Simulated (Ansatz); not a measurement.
Consider Ca5O.

```cif
data_structure
_symmetry_space_group_name_H-M 'P 1'
_symmetry_Int_Tables_number 1
_cell_length_a 6.8132
_cell_length_b 6.8132
_cell_length_c 6.5054
_cell_angle_alpha 90.000
_cell_angle_beta 90.000
_cell_angle_gamma 120.000
_cell_volume 261.52
loop_
_atom_site_label
_atom_site_type_symbol
_atom_site_fract_x
_atom_site_fract_y
_atom_site_fract_z
_atom_site_occupancy
Ca1 Ca 0.50000 0.00000 0.50000 1
Ca2 Ca 0.50000 0.50000 0.50000 1
Ca3 Ca 0.00000 0.50000 0.50000 1
Ca4 Ca 0.33333 0.66667 0.00000 1
Ca5 Ca 0.66667 0.33333 0.00000 1
O1 O 0.00000 0.00000 0.00000 1
```

Space group P6/mmm; a structure generated by program, which may or may not match a known phase.

The calculation used DFT PBE, scalar-relativistic, plane waves, PAW in Ansatz 0.2.0.

### What can the converged valence pseudo-density and electron localisation function tell about the bonding?

Ca–Ca (3.41 Å): the density is about 0.08 e/Å³ at the midpoint; the ELF is about 0.25 at the midpoint; no shared electron pair shows on this line.
The ELF has a maximum of about 0.80 in the space between the atoms, 2.1 Å from four Ca atoms, on no atom or two-centre bond.

### Metal or insulator at this level of theory?

It is metallic or semimetallic at this level of theory: no gap opens.

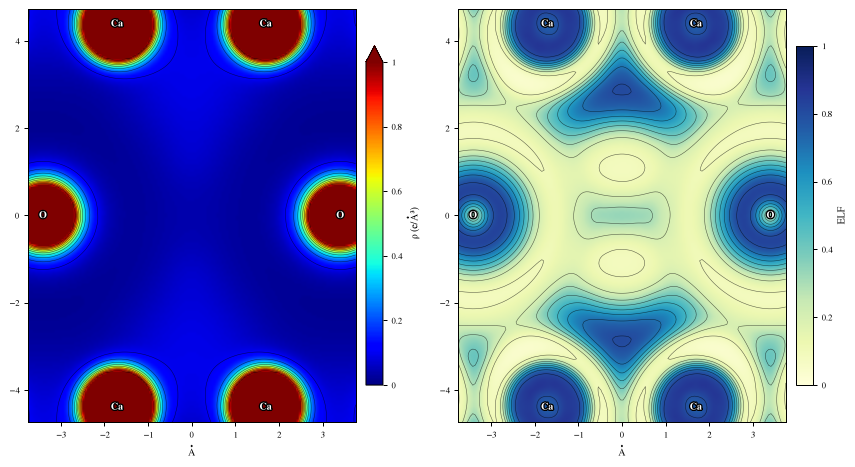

Computed valence pseudo-density and electron localisation function on the (101̄) plane of the conventional cell, in this order. 

The density is the valence pseudo-density of a PAW calculation; it isn't the true density close to the nuclei.
